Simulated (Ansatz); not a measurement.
**From PBE to G0W0: BaNaBr3 (cubic perovskite) (Pm-3m)**

Wanted: the gap of BaNaBr3 (cubic perovskite) (Pm-3m) with a many-body correction, and the time that it takes.

Method: PBE, then G0W0 on it, plane waves, PAW, in Ansatz 0.2.0.

The structure was built from a prototype and need not be the compound's stable phase.

## 1. Starting point

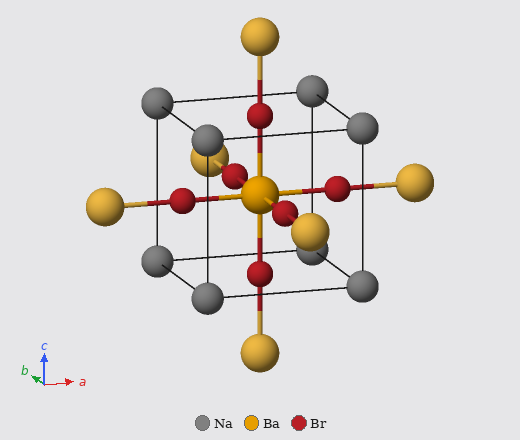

The starting structure, seen slightly off an axis (sodium grey, barium orange, bromine red). Some periodic images of atoms are drawn too.

The start is a generated structure, not a measured one. The structure type comes from a generator and need not be one that this composition takes. Spin-orbit coupling is left out unless a step names it. The default PAW set here is soft_2. Its files were made with PBE.

## 2. Relaxation

The structure is relaxed first.

This step: DFT, PBE, plane waves, PAW.

File input.yaml:

```yaml
crystal:
  lattice:
    - [6.56720846, 0.0, 0.0]
    - [0.0, 6.56720846, 0.0]
    - [0.0, 0.0, 6.56720846]
  atoms:
    - { symbol: Na, position: [0.0, 0.0, 0.0] }
    - { symbol: Ba, position: [0.5, 0.5, 0.5] }
    - { symbol: Br, position: [0.5, 0.5, 0.0] }
    - { symbol: Br, position: [0.5, 0.0, 0.5] }
    - { symbol: Br, position: [0.0, 0.5, 0.5] }
kpoints:
  mp_grid: { grid: [4, 4, 4] }
hamiltonian:
  xc: pbe
scf:
  occupations: { method: fermi_dirac, width: 0.02 }
relax:
  f_tol: 0.01
  max_steps: 100
  cell: {}
output:
  write_density: true
  write_potential: true
  elf: true
  volumetric_format: npy
```

On the command line:

```sh
> ansatz run input.yaml --threads 4 --pin off --max-ram 17510MiB --backend cpu --events-out ev --progress --plain --runs-dir out
```

Numbers of over 12 decimals in the logs are rounded to 6 here.

What it wrote:

```text
Engine: ansatz 0.2.0, aarch64-unknown-linux-gnu
Pseudopotentials: kind: paw
Pseudopotential: Na, paw, valence charge 9, recommended cutoff 420 eV (normal), Na.paw.azcp
Pseudopotential: Ba, paw, valence charge 10, recommended cutoff 420 eV (normal), Ba.paw.azcp
Pseudopotential: Br, paw, valence charge 7, recommended cutoff 420 eV (normal), Br.paw.azcp
Functional definition: PBE
  parameter kappa = 0.804
  parameter beta = 0.066725
  exchange = pbe_x(kappa = kappa, mu = beta*pi^2/3)
  correlation = pbe_c(beta = beta)
Crystal: 5 atoms, lattice volume = 283.232 Å³
Basis set: ecut = 420 eV, 5497 PW (Γ), exchange–correlation on 90×90×90 points (8 copies of the dense FFT grid, shifted against one another)
Bands: 25, of which v1, the nominal top of the filled ones, is band 20 counted from 1 (19 counted from 0)
Symmetry: 48 space group operations
Space group: Pm-3m (ITA 221), of the structure as read, at distance tolerance 6.6e-5 Å
k-points: 10 of 64
Non-local potential: Na, projectors of the file, l = 0: 3, l = 1: 2, l = 2: 1
Non-local potential: Ba, projectors of the file, l = 0: 3, l = 1: 2, l = 2: 2, l = 3: 2
Non-local potential: Br, projectors of the file, l = 0: 2, l = 1: 2, l = 2: 2
PAW form: soft (Blöchl's): semilocal exchange-correlation on the pseudo side does not see the compensation charge
PAW one-centre angular grid: Na, 110 points (default); XC on 64 Gauss nodes
PAW one-centre angular grid: Ba, 194 points (default); XC on 64 Gauss nodes
PAW one-centre angular grid: Br, 110 points (default); XC on 64 Gauss nodes
Initial density: superposition of atomic densities (neutral atoms: chi_scale 0, normalization atom), corrected by the library's trained network
Initial wavefunctions: pseudopotential atomic-orbital guess
Functional: x = pbe(κ = 0.804, μ = 0.219515), c = pbe(β = 0.066725)
SCF iter   1: F=—  HF=-15793.758172 eV  |F-HF|=—  |Δ(HF+E_count)|=         —  Δρ=7.47e-4  dr2=8.25e-3  ethr=1.77e-3  ⟨swp⟩=12.3  Hψ=1640  notcnv=0
preconditioner: auto → Resta (q_TF=auto, 1.969 Å⁻¹)  ε∞=2.4  [insulator: Δε(μ)=2.825 eV  Ē_g=10.154 eV  σ=0.020 eV  W_gap=1.00  n_scr=32 (ndim 8)  ℏωp=12.1 eV  f_vac=0.289  D(μ)=0.00/eV (n_scr^D=0)  ε∞_Penn≈2.4]
SCF iter   2: F=—  HF=-15793.755531 eV  |F-HF|=—  |Δ(HF+E_count)|=   2.64e-3  Δρ=4.59e-4  dr2=3.74e-3  ethr=2.06e-5  ⟨swp⟩=2.6  Hψ=529  notcnv=0  defer=10
SCF iter   3: F=—  HF=-15793.754846 eV  |F-HF|=—  |Δ(HF+E_count)|=   6.85e-4  Δρ=1.67e-4  dr2=1.76e-4  ethr=9.36e-6  ⟨swp⟩=2.9  Hψ=440  notcnv=0  defer=10
SCF iter   4: F=—  HF=-15793.754870 eV  |F-HF|=—  |Δ(HF+E_count)|=   2.39e-5  Δρ=5.76e-5  dr2=1.45e-5  ethr=4.41e-7  ⟨swp⟩=2.0  Hψ=352  notcnv=0  defer=10
SCF iter   5: F=—  HF=-15793.754896 eV  |F-HF|=—  |Δ(HF+E_count)|=   2.60e-5  Δρ=1.58e-5  dr2=1.04e-6  ethr=3.63e-8  ⟨swp⟩=2.1  Hψ=419  notcnv=0  defer=10
SCF iter   6: F=-15793.754898 eV  HF=-15793.754898 eV  |F-HF|=7.22e-9  |Δ(HF+E_count)|=   1.84e-6  Δρ=5.64e-6  dr2=6.91e-8  ethr=2.50e-10  ⟨swp⟩=7.3  Hψ=1859  notcnv=0
SCF 1 converged in 6 iterations: F = -15793.754898 eV  dr2 = 6.91e-8
  greatest PAW one-centre occupation: 0.999 electrons in one spin orbital (limit 2), on the Na atom at site 0 (counted from 0), in its partial waves of l = 0
relax step   1: F+E_penalty+E_count = -15793.75489754 eV  Δ(F+E_penalty+E_count) = +0.000e0 eV  max|allowed force component| = 3.491e-30 eV/Å  Δτ_max = 0.0000 Å  P = -1.419 GPa  Ω = 283.232 Å³  (6 SCF iters, dr2 threshold 1.00e-7 eV, accepted)
[...]
relax step   2: F+E_penalty+E_count = -15793.84773674 eV  Δ(F+E_penalty+E_count) = -9.284e-2 eV  max|allowed force component| = 1.546e-29 eV/Å  Δτ_max = 0.0000 Å  P = -1.071 GPa  Ω = 271.400 Å³  energy of the carried Pulay correction = +3.122e-4 eV  (6 SCF iters, dr2 threshold 5.00e-7 eV, accepted)
[...]
relax step   3: F+E_penalty+E_count = -15793.92624394 eV  Δ(F+E_penalty+E_count) = -7.851e-2 eV  max|allowed force component| = 8.119e-31 eV/Å  Δτ_max = 0.0000 Å  P = +0.444 GPa  Ω = 240.517 Å³  energy of the carried Pulay correction = +1.194e-3 eV  (7 SCF iters, dr2 threshold 5.00e-7 eV, accepted)
[...]
relax step   4: F+E_penalty+E_count = -15793.93514532 eV  Δ(F+E_penalty+E_count) = -8.901e-3 eV  max|allowed force component| = 5.995e-30 eV/Å  Δτ_max = 0.0000 Å  P = -0.074 GPa  Ω = 248.807 Å³  energy of the carried Pulay correction = +9.470e-4 eV  (6 SCF iters, dr2 threshold 4.92e-7 eV, accepted)
[...]
relax step   5: F+E_penalty+E_count = -15793.93547513 eV  Δ(F+E_penalty+E_count) = -3.298e-4 eV  max|allowed force component| = 3.826e-30 eV/Å  Δτ_max = 0.0000 Å  P = -0.004 GPa  Ω = 247.593 Å³  energy of the carried Pulay correction = +9.827e-4 eV  (5 SCF iters, dr2 threshold 1.35e-8 eV, accepted)
[...]
relax step   6: F+E_penalty+E_count = -15793.93408461 eV  Δ(F+E_penalty+E_count) = +1.391e-3 eV  max|allowed force component| = 6.160e-30 eV/Å  Δτ_max = 0.0000 Å  P = -0.001 GPa  Ω = 247.593 Å³  stress off target by 1.22e-3 GPa  SCF on the basis re-selected at this cell (its energy is not comparable with the rows above)  (6 SCF iters)
basis re-selected at this cell: Δ(F+E_penalty+E_count) = +1.391e-3 eV, ΔP = +0.003 GPa vs the last step (what re-selecting the basis moved, of the pressure what is left beyond the Pulay correction that the steps carried, after the strain that the cell walked since its last selection, with what the two solves' SCF thresholds leave and, on support functions, any second-order correction that the steps lacked; it is no m [...]
SCF converged after 6 iterations
Free energy (F): -15793.934085 eV
Harris-Foulkes:  -15793.934085 eV  (|F-HF|=9.09e-12)
Internal energy: -15793.934085 eV  (E = F + TS)
E sigma→0 (E₀):  -15793.934085 eV
Fermi energy:    1.409179 eV
--- Per-component energies (eV) ---
  E_band       = -453.723404
  E_kinetic    = 689.615060
  E_local      = -2898.106514  (includes V_loc(G=0)·N_el)
  E_nonlocal   = 382.306765
  E_hartree    = 990.275127
  E_xc         = -1001.558078
  E_vxc        = -497.467337  (∫ρ·V_xc dr)
  E_paw        = -12228.863889  (= ΣΔE_a)
  E_vpaw       = -110.621635  (= ΣTr[D̂ρ^β])
  E_aug_tail   = -0.000006  (compensation charges beyond the density's cutoff)
  E_ewald      = -1727.602549
  E_smearing   = -0.000000  (= −TS)
  E_closure    = -0.000000  (closes the sum)
  Σ components = -15793.934085   (vs F -15793.934085, Δ=0.00e0)
--- Forces (eV/Å), atoms counted from 1 ---
  atom   1  Na    -0.00000000    -0.00000000     0.00000000
  atom   2  Ba     0.00000000    -0.00000000     0.00000000
  atom   3  Br    -0.00000000     0.00000000     0.00000000
  atom   4  Br    -0.00000000     0.00000000     0.00000000
  atom   5  Br     0.00000000    -0.00000000    -0.00000000
  max |Σ_I F_I| component: 8.64e-30 eV/Å
--- Stress (GPa, compression-positive) ---
       -0.001219       0.000000       0.000000
        0.000000      -0.001219       0.000000
        0.000000       0.000000      -0.001219
  P = ⅓ Tr σ = -0.0012 GPa (-0.012 kbar)
--- Band table (eV; the first three rows and the last of 10) ---
  k-point 0: bands = [... 16 lower, -0.3934, -0.2139, -0.2139, -0.2139, 2.8153, 5.0758, 5.0758, 5.0758, ... 1 higher]
  k-point 1: bands = [... 16 lower, -0.4651, -0.4250, -0.2387, -0.2387, 3.1964, 5.1192, 5.4479, 5.4479, ... 1 higher]
  k-point 2: bands = [... 16 lower, -0.6150, -0.4559, -0.2502, -0.2502, 3.7718, 4.8657, 5.1654, 5.8688, ... 1 higher]
  k-point 9: bands = [... 16 lower, -1.1518, -0.0449, -0.0449, -0.0449, 3.5496, 6.7352, 6.7352, 6.7352, ... 1 higher]
--- Relaxed structure (5 steps of the walk, 5 accepted, 1 SCFs on fresh bases) ---
  F+E_penalty+E_count = -15793.93408461 eV   max|allowed force component| = 6.160e-30 eV/Å   (the final SCF, on the basis selected at the relaxed cell)
  cell:  # Å, volume = 247.5931 Å³
    - [6.279323, 0, 0]
    - [0, 6.279323, 0]
    - [0, 0, 6.279323]
  atoms:
    - { symbol: Na, position: [0, 0, 0] }
    - { symbol: Ba, position: [0.5, 0.5, 0.5] }
    - { symbol: Br, position: [0.5, 0.5, 0] }
    - { symbol: Br, position: [0.5, 0, 0.5] }
    - { symbol: Br, position: [0, 0.5, 0.5] }
```

Wall time 8.2 s (4 threads of Arm Neoverse V1, shared host); peak memory 0.59 GiB; 30 s of CPU time.

Relaxation path:

```
step  energy less that of the first step (eV)  largest force component (eV/Å)  pressure (GPa)  volume (Å³)
   1                                   0.0000                          0.0000           -1.42       283.23
   2                                  -0.0928                          0.0000           -1.07       271.40
   3                                  -0.1713                          0.0000            0.44       240.52
   4                                  -0.1802                          0.0000           -0.07       248.81
   5                                  -0.1806                          0.0000            0.00       247.59
  6*                                  -0.1792                          0.0000            0.00       247.59
```

Relaxation steps marked * repeat the geometry before them on a plane-wave basis chosen anew for their cell, so energy and pressure can jump there.

Forces are held to the 48 operations that the run works with; a distortion that breaks them can't arise in this run.

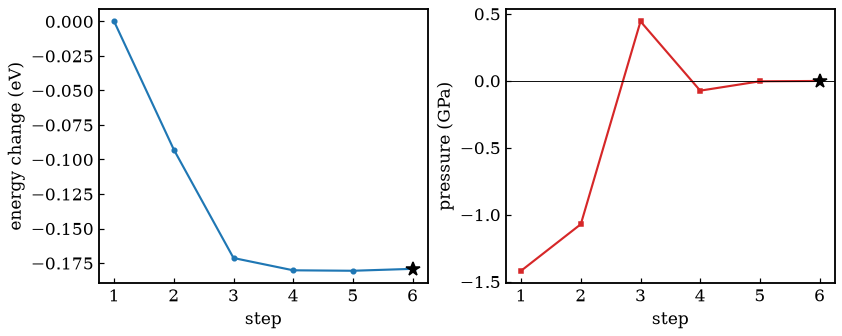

Energy and pressure along the relaxation. Stars mark steps on a basis chosen anew.

```
conventional cell, symmetrised  before  after   change
                         a (Å)   6.567  6.279   -4.4 %
                         b (Å)   6.567  6.279   -4.4 %
                         c (Å)   6.567  6.279   -4.4 %
              volume (Å³/atom)   56.65  49.52  -12.6 %
```

Final coordinates:

```xyz
5
Lattice="6.2793 0.0000 0.0000 0.0000 6.2793 0.0000 0.0000 0.0000 6.2793" Properties=species:S:1:pos:R:3 pbc="T T T"
Na    0.0000    0.0000    0.0000
Ba    3.1397    3.1397    3.1397
Br    3.1397    3.1397    0.0000
Br    3.1397    0.0000    3.1397
Br    0.0000    3.1397    3.1397
```

## 3. Bands along the symmetry lines

Levels along a band path and on the mesh show where this functional puts the band edges.

File input.yaml:

```yaml
crystal:
  lattice:
    - [6.2793234105, 0.0, 0.0]
    - [0.0, 6.2793234105, 0.0]
    - [0.0, 0.0, 6.2793234105]
  atoms:
    - { symbol: Na, position: [0.0, 0.0, 0.0] }
    - { symbol: Ba, position: [0.5, 0.5, 0.5] }
    - { symbol: Br, position: [0.5, 0.5, 0.0] }
    - { symbol: Br, position: [0.5, 0.0, 0.5] }
    - { symbol: Br, position: [0.0, 0.5, 0.5] }
kpoints:
  mp_grid: { grid: [4, 4, 4] }
  band_path:
    path:
      - [[0.0, 0.0, 0.0], [0.0, 0.5, 0.0], [0.5, 0.5, 0.0], [0.0, 0.0, 0.0], [0.5, 0.5, 0.5], [0.0, 0.5, 0.0]]
      - [[0.5, 0.5, 0.5], [0.5, 0.5, 0.0]]
    npoints: 10
hamiltonian:
  xc: pbe
scf:
  occupations: { method: fermi_dirac, width: 0.02 }
  n_extra_bands: 5
output:
  eigenvalues: true
  forces: true
  stress: true
  write_density: true
  write_potential: true
  elf: true
  volumetric_format: npy
```

What it wrote:

```text
[...]
Crystal: 5 atoms, lattice volume = 247.593 Å³
Basis set: ecut = 420 eV, 4945 PW (Γ), exchange–correlation on 90×90×90 points (8 copies of the dense FFT grid, shifted against one another)
Bands: 25, of which v1, the nominal top of the filled ones, is band 20 counted from 1 (19 counted from 0)
Symmetry: 48 space group operations
[...]
k-points: 10 of 64
[...]
SCF iter   1: F=—  HF=-15793.935639 eV  |F-HF|=—  |Δ(HF+E_count)|=         —  Δρ=5.35e-4  dr2=1.88e-3  ethr=1.77e-3  ⟨swp⟩=11.1  Hψ=1582  notcnv=0
[...]
SCF iter   6: F=-15793.934085 eV  HF=-15793.934085 eV  |F-HF|=1.17e-8  |Δ(HF+E_count)|=   4.30e-7  Δρ=4.89e-6  dr2=4.14e-8  ethr=2.50e-10  ⟨swp⟩=14.8  Hψ=2144  notcnv=0
SCF 1 converged in 6 iterations: F = -15793.934085 eV  dr2 = 4.14e-8
[...]
NSCF: frozen V_eff on 62 k-points
SCF converged after 6 iterations
Free energy (F): -15793.934085 eV
[...]
Internal energy: -15793.934085 eV  (E = F + TS)
E sigma→0 (E₀):  -15793.934085 eV
Fermi energy:    1.409107 eV
[...]
--- Stress (GPa, compression-positive) ---
       -0.001288       0.000000       0.000000
        0.000000      -0.001288      -0.000000
        0.000000       0.000000      -0.001288
  P = ⅓ Tr σ = -0.0013 GPa (-0.013 kbar)
--- Band table (eV; the first three rows and the last of 10) ---
  k-point 0: bands = [... 16 lower, -0.3934, -0.2140, -0.2140, -0.2140, 2.8152, 5.0758, 5.0758, 5.0758, ... 1 higher]
  k-point 1: bands = [... 16 lower, -0.4651, -0.4250, -0.2388, -0.2388, 3.1963, 5.1192, 5.4479, 5.4479, ... 1 higher]
  k-point 2: bands = [... 16 lower, -0.6150, -0.4559, -0.2503, -0.2503, 3.7717, 4.8656, 5.1654, 5.8688, ... 1 higher]
  k-point 9: bands = [... 16 lower, -1.1518, -0.0449, -0.0449, -0.0449, 3.5494, 6.7351, 6.7351, 6.7351, ... 1 higher]
```

Elapsed: 3.4 s, on 4 threads; peak memory 0.57 GiB.

Numbers from this step:

```yaml
pressure: -0.001288 GPa
filled_bands: 20
gap: 2.860 eV
valence_top_at: R
conduction_bottom_at: Γ
least_direct_gap: 3.029 eV
```

Over mesh and path the gap is 2.860 eV, from k = (0.500, 0.500, 0.500) to k = Γ. The least direct gap found is 3.029 eV, at k = Γ.

The electronic bands at the labelled points (eV, zero at the top of the highest nominally filled band):

```
    point  band 17  band 18  band 19  band 20  band 21  band 22  band 23  band 24
        Γ    -0.35    -0.17    -0.17    -0.17     2.86     5.12     5.12     5.12
        X    -0.57    -0.41    -0.21    -0.21     3.82     4.91     5.21     5.91
        M    -0.53    -0.53    -0.35     0.00     4.02     5.85     5.85     6.15
        Γ    -0.35    -0.17    -0.17    -0.17     2.86     5.12     5.12     5.12
        R    -1.11     0.00     0.00     0.00     3.59     6.78     6.78     6.78
        X    -0.57    -0.41    -0.21    -0.21     3.82     4.91     5.21     5.91
jump to R    -1.11     0.00     0.00     0.00     3.59     6.78     6.78     6.78
        M    -0.53    -0.53    -0.35     0.00     4.02     5.85     5.85     6.15
```

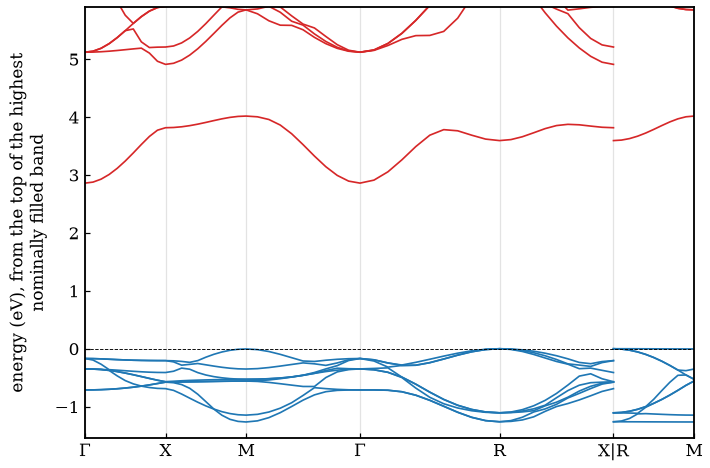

Electronic bands along the path; lines of filled and empty bands in two colours.

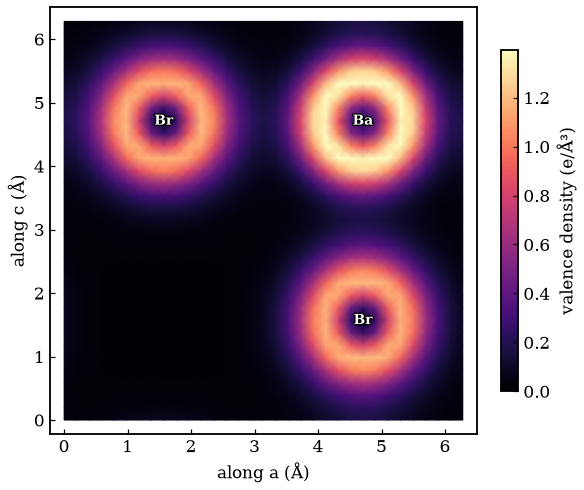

Valence density in the ac plane at fractional y = 0.500, with atoms of Ba and Br within 0.2 Å of it. It is the smooth field of the valence electrons, not physical close to the nuclei. The map starts off the cell's origin, so that atoms lie inside it.

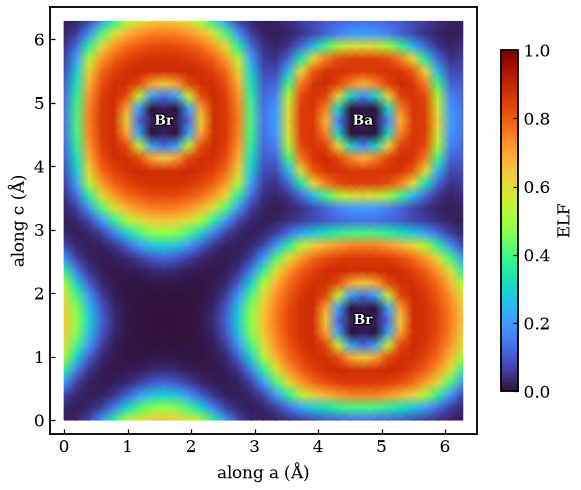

ELF in the ac plane at fractional y = 0.500, with atoms of Ba and Br within 0.2 Å of it. It is the smooth field of the valence electrons, not physical close to the nuclei. The map starts off the cell's origin, so that atoms lie inside it.

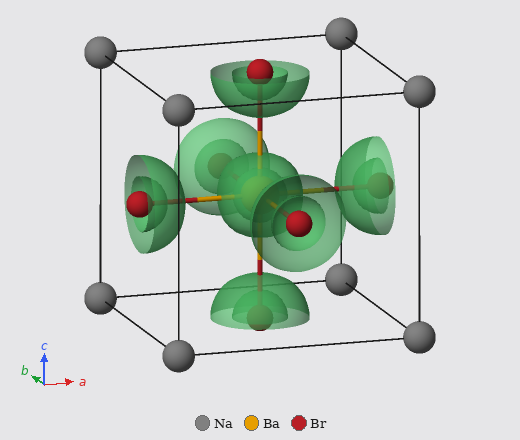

Surface of ELF = 0.81.

(Part 1 of 2 ends here.)

[Paths, hosts, dates, memory and timing lines, banners, echoed tables and standing remarks are left out of the program output.]

[Logs are printed without paths, hosts, clocks, repeated set-up lines and the standing remarks that a program may print on its own settings, such as how far it seeks lower states.]

[Runs of the session that timed out or met a known fault of the program may be left out.]

[Cells called generated may have been cut or substituted from an entry of the Crystallography Open Database or the Materials Project.]

[Hosts, paths, dates, database ids (printed as entryN), source tags and the programs' standing remarks are cut or masked in the printed files.]

[Where an RPA ε∞ is given, it is that of the G0W0 mesh and is not shown converged in it. Names of k-points follow the symmetry that the program found, which can be lower than the space group named. Band edges on a path are those of the sampled points; other points can move an edge, and change direct to indirect where valleys lie close.]

[Hybrid gaps are those of their k-mesh and are not shown converged in it.]
